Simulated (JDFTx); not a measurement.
# Energy of Na2S along an even scaling of the cell

System: Na2S (Fm-3m, 3 atoms in the cell).
Method: Kohn-Sham DFT of a periodic cell, PBEsol, PseudoDojo-SR-PBEsol-0.4.1-standard, no spin polarisation (JDFTx 1.7.0 (patched build)).

The 7 runs differ only in the geometry, by an even scaling of the cell at fixed fractional positions. The structure derives from an entry of the Crystallography Open Database.

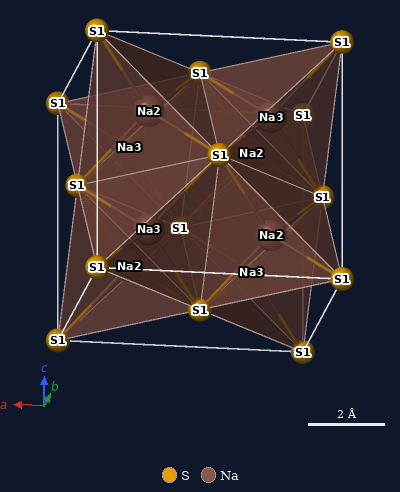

Figure 1. The structure of run 4 (polyhedral view of the cell 4 times as large as that of the calculation, set on its symmetry axes, seen at an oblique angle; polyhedra are completed across the faces of the cell; atoms are numbered from 1 in the order of the input). An atom can appear more than once, as a periodic image.

**Input of run 4**
```
lattice \
    0.0000000000     6.1860184690     6.1860184690 \
    6.1860184690     0.0000000000     6.1860184690 \
    6.1860184690     6.1860184690     0.0000000000
coords-type Lattice
ion S      0.0000000000     0.0000000000     0.0000000000 1
ion Na     0.7500000000     0.7500000000     0.7500000000 1
ion Na     0.2500000000     0.2500000000     0.2500000000 1

ion-species pseudo/S.upf
ion-species pseudo/Na.upf
elec-cutoff 44 352
elec-ex-corr gga-PBEsol
kpoint-folding 7 7 7
elec-smearing Fermi 0.0018374661
elec-n-bands 18
electronic-SCF nIterations 100 energyDiffThreshold 1e-09
electronic-minimize nIterations 30 energyDiffThreshold 1e-7
forces-output-coords Cartesian

dump-name run.$VAR
dump End Ecomponents EigStats BandEigs Kpoints Forces Stress
```

Command:
```bash
jdftx -c 1 -i Na2S.in -o Na2S.out
```

Run 3 differs from it as follows:
```diff
-    0.0000000000     6.1860184690     6.1860184690 \
-    6.1860184690     0.0000000000     6.1860184690 \
-    6.1860184690     6.1860184690     0.0000000000
+    0.0000000000     6.1445003156     6.1445003156 \
+    6.1445003156     0.0000000000     6.1445003156 \
+    6.1445003156     6.1445003156     0.0000000000
```

**Results, with one run withheld**

```tsv
run	volume per atom (Å³)	free energy per atom, from the lowest run given (meV)	pressure (GPa)	gap on the mesh (eV)
1	21.982	3.04	1.35	2.56
2	22.450	0.13	0.65	2.49
3	22.918	?	?	?
4	23.385	0.00	−0.56	2.36
5	23.853	2.39	−1.07	2.30
6	24.321	6.20	−1.53	2.24
7	24.789	11.28	−1.95	2.18
```

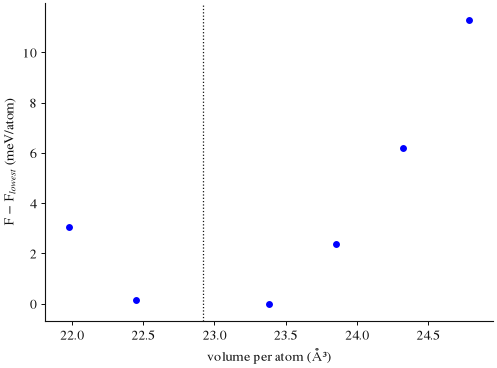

Figure 2. Free energy per atom of the runs given; the dotted line marks run 3.

Estimate the energy of run 3 from the others.

A cubic polynomial in V^(−2/3) (the Birch–Murnaghan form), fitted to the 6 runs given, misses them by under 0.01 meV per atom. With x = V^(−2/3) − 0.12213 Å⁻², it reads F = 0.16171 − 1095.1 x + 3.064e+05 x² + 4.317e+05 x³ (meV per atom). At run 3 it gives −0.81 meV per atom, and the run itself gives −0.81. The slope of the fit gives a pressure −dF/dV of 0.01 GPa there, and the run prints 0.01 GPa. The fit has its minimum at 22.927 Å³ per atom, where V d²F/dV² gives 29.4 GPa: the bulk modulus at this level, since symmetry fixes the shape and the positions. The gap on the mesh goes, without turning, from 2.56 eV in run 1 to 2.18 eV in run 7; run 3 has 2.42 eV. These are gaps of this functional on this mesh, which can miss the band edges; they aren't the measured gap.

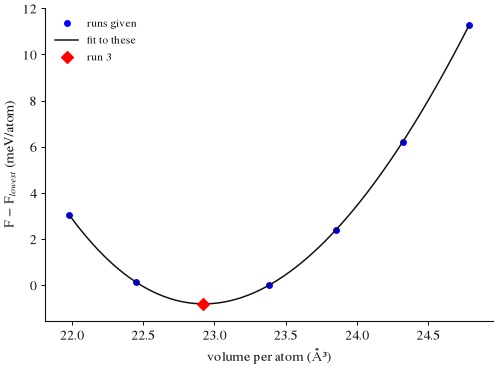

Figure 3. The fit and the withheld run.

**Some lines of the output (run 3)**
```
[...]
unit cell volume = 463.97
     Etot =     -101.6377558463178730
        F =     -101.6377558463179724
	HOMO-LUMO gap: +0.089006
	Optical gap  : +0.089006 at state 0 ( [ +0.000000 +0.000000 +0.000000 ] spin 0 )
```
